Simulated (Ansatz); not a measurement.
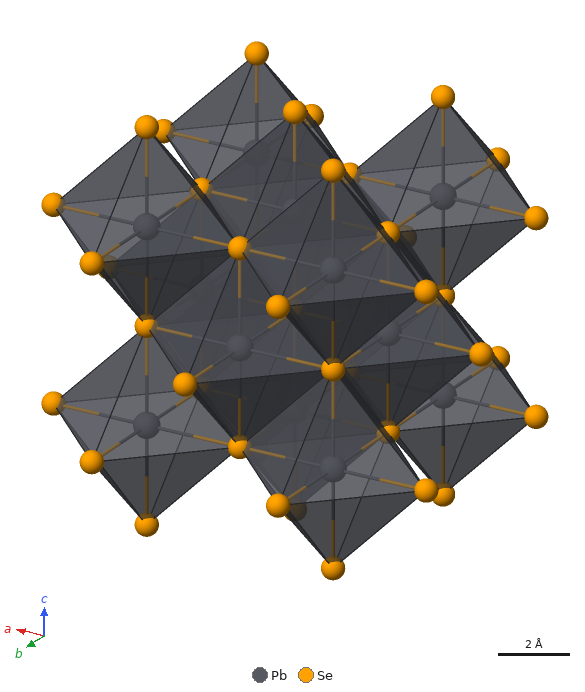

Reference structure: a symmetric starting cell of PbSe. Style: polyhedral. Shown: the conventional cell (4 times the calculation's cell), from a free direction. Lengths and directions refer to the drawn axes.

Level of theory: DFT PBE, scalar-relativistic, plane waves, PAW in Ansatz. Settings: plane-wave cutoff 420 eV; k-point mesh 10 × 10 × 10; occupations gaussian; smearing width 0.05 eV; no spin polarisation.

The variant: All lengths are scaled by +1.6 % (volume +5.0 %), the atoms keeping their fractional coordinates. No relaxation follows. The starting cell wasn't computed here and needn't be at equilibrium, so pressure and forces aren't due to the change alone.

Input
```yaml
crystal:
  lattice:
    - [0.0, 3.1122773955, 3.1122773955]
    - [3.1122773955, 0.0, 3.1122773955]
    - [3.1122773955, 3.1122773955, 0.0]
  atoms:
    - { symbol: Pb, position: [0.0, 0.0, 0.0] }
    - { symbol: Se, position: [0.5, 0.5, 0.5] }
basis:
  ecutwfc: 420
kpoints:
  mp_grid: { grid: [10, 10, 10] }
hamiltonian:
  xc: pbe
scf:
  occupations: { method: gaussian, width: 0.05 }
output:
  forces: true
  stress: true
  eigenvalues: true
  populations: true
```

Launched with:
```bash
ansatz run input.yaml --threads 1 --pin off --max-ram 1331MiB --backend cpu --events-out ev --progress --plain --runs-dir out
```

### What is the effect?

The pressure is −0.1 GPa (not all of it need come from the change, since the unchanged cell can be under pressure at this level too). All forces vanish by symmetry. Some distances before and after: Pb–Se 3.062 → 3.112 Å. The space group stays Fm-3m (No. 225).

The changed structure in the same view:

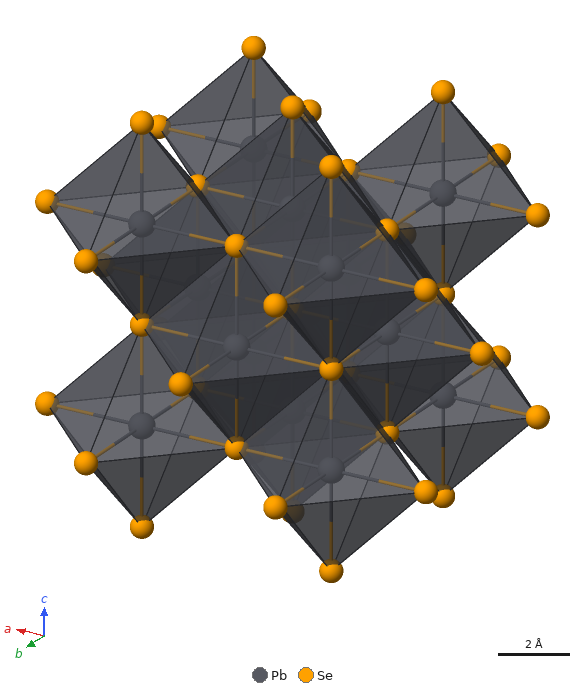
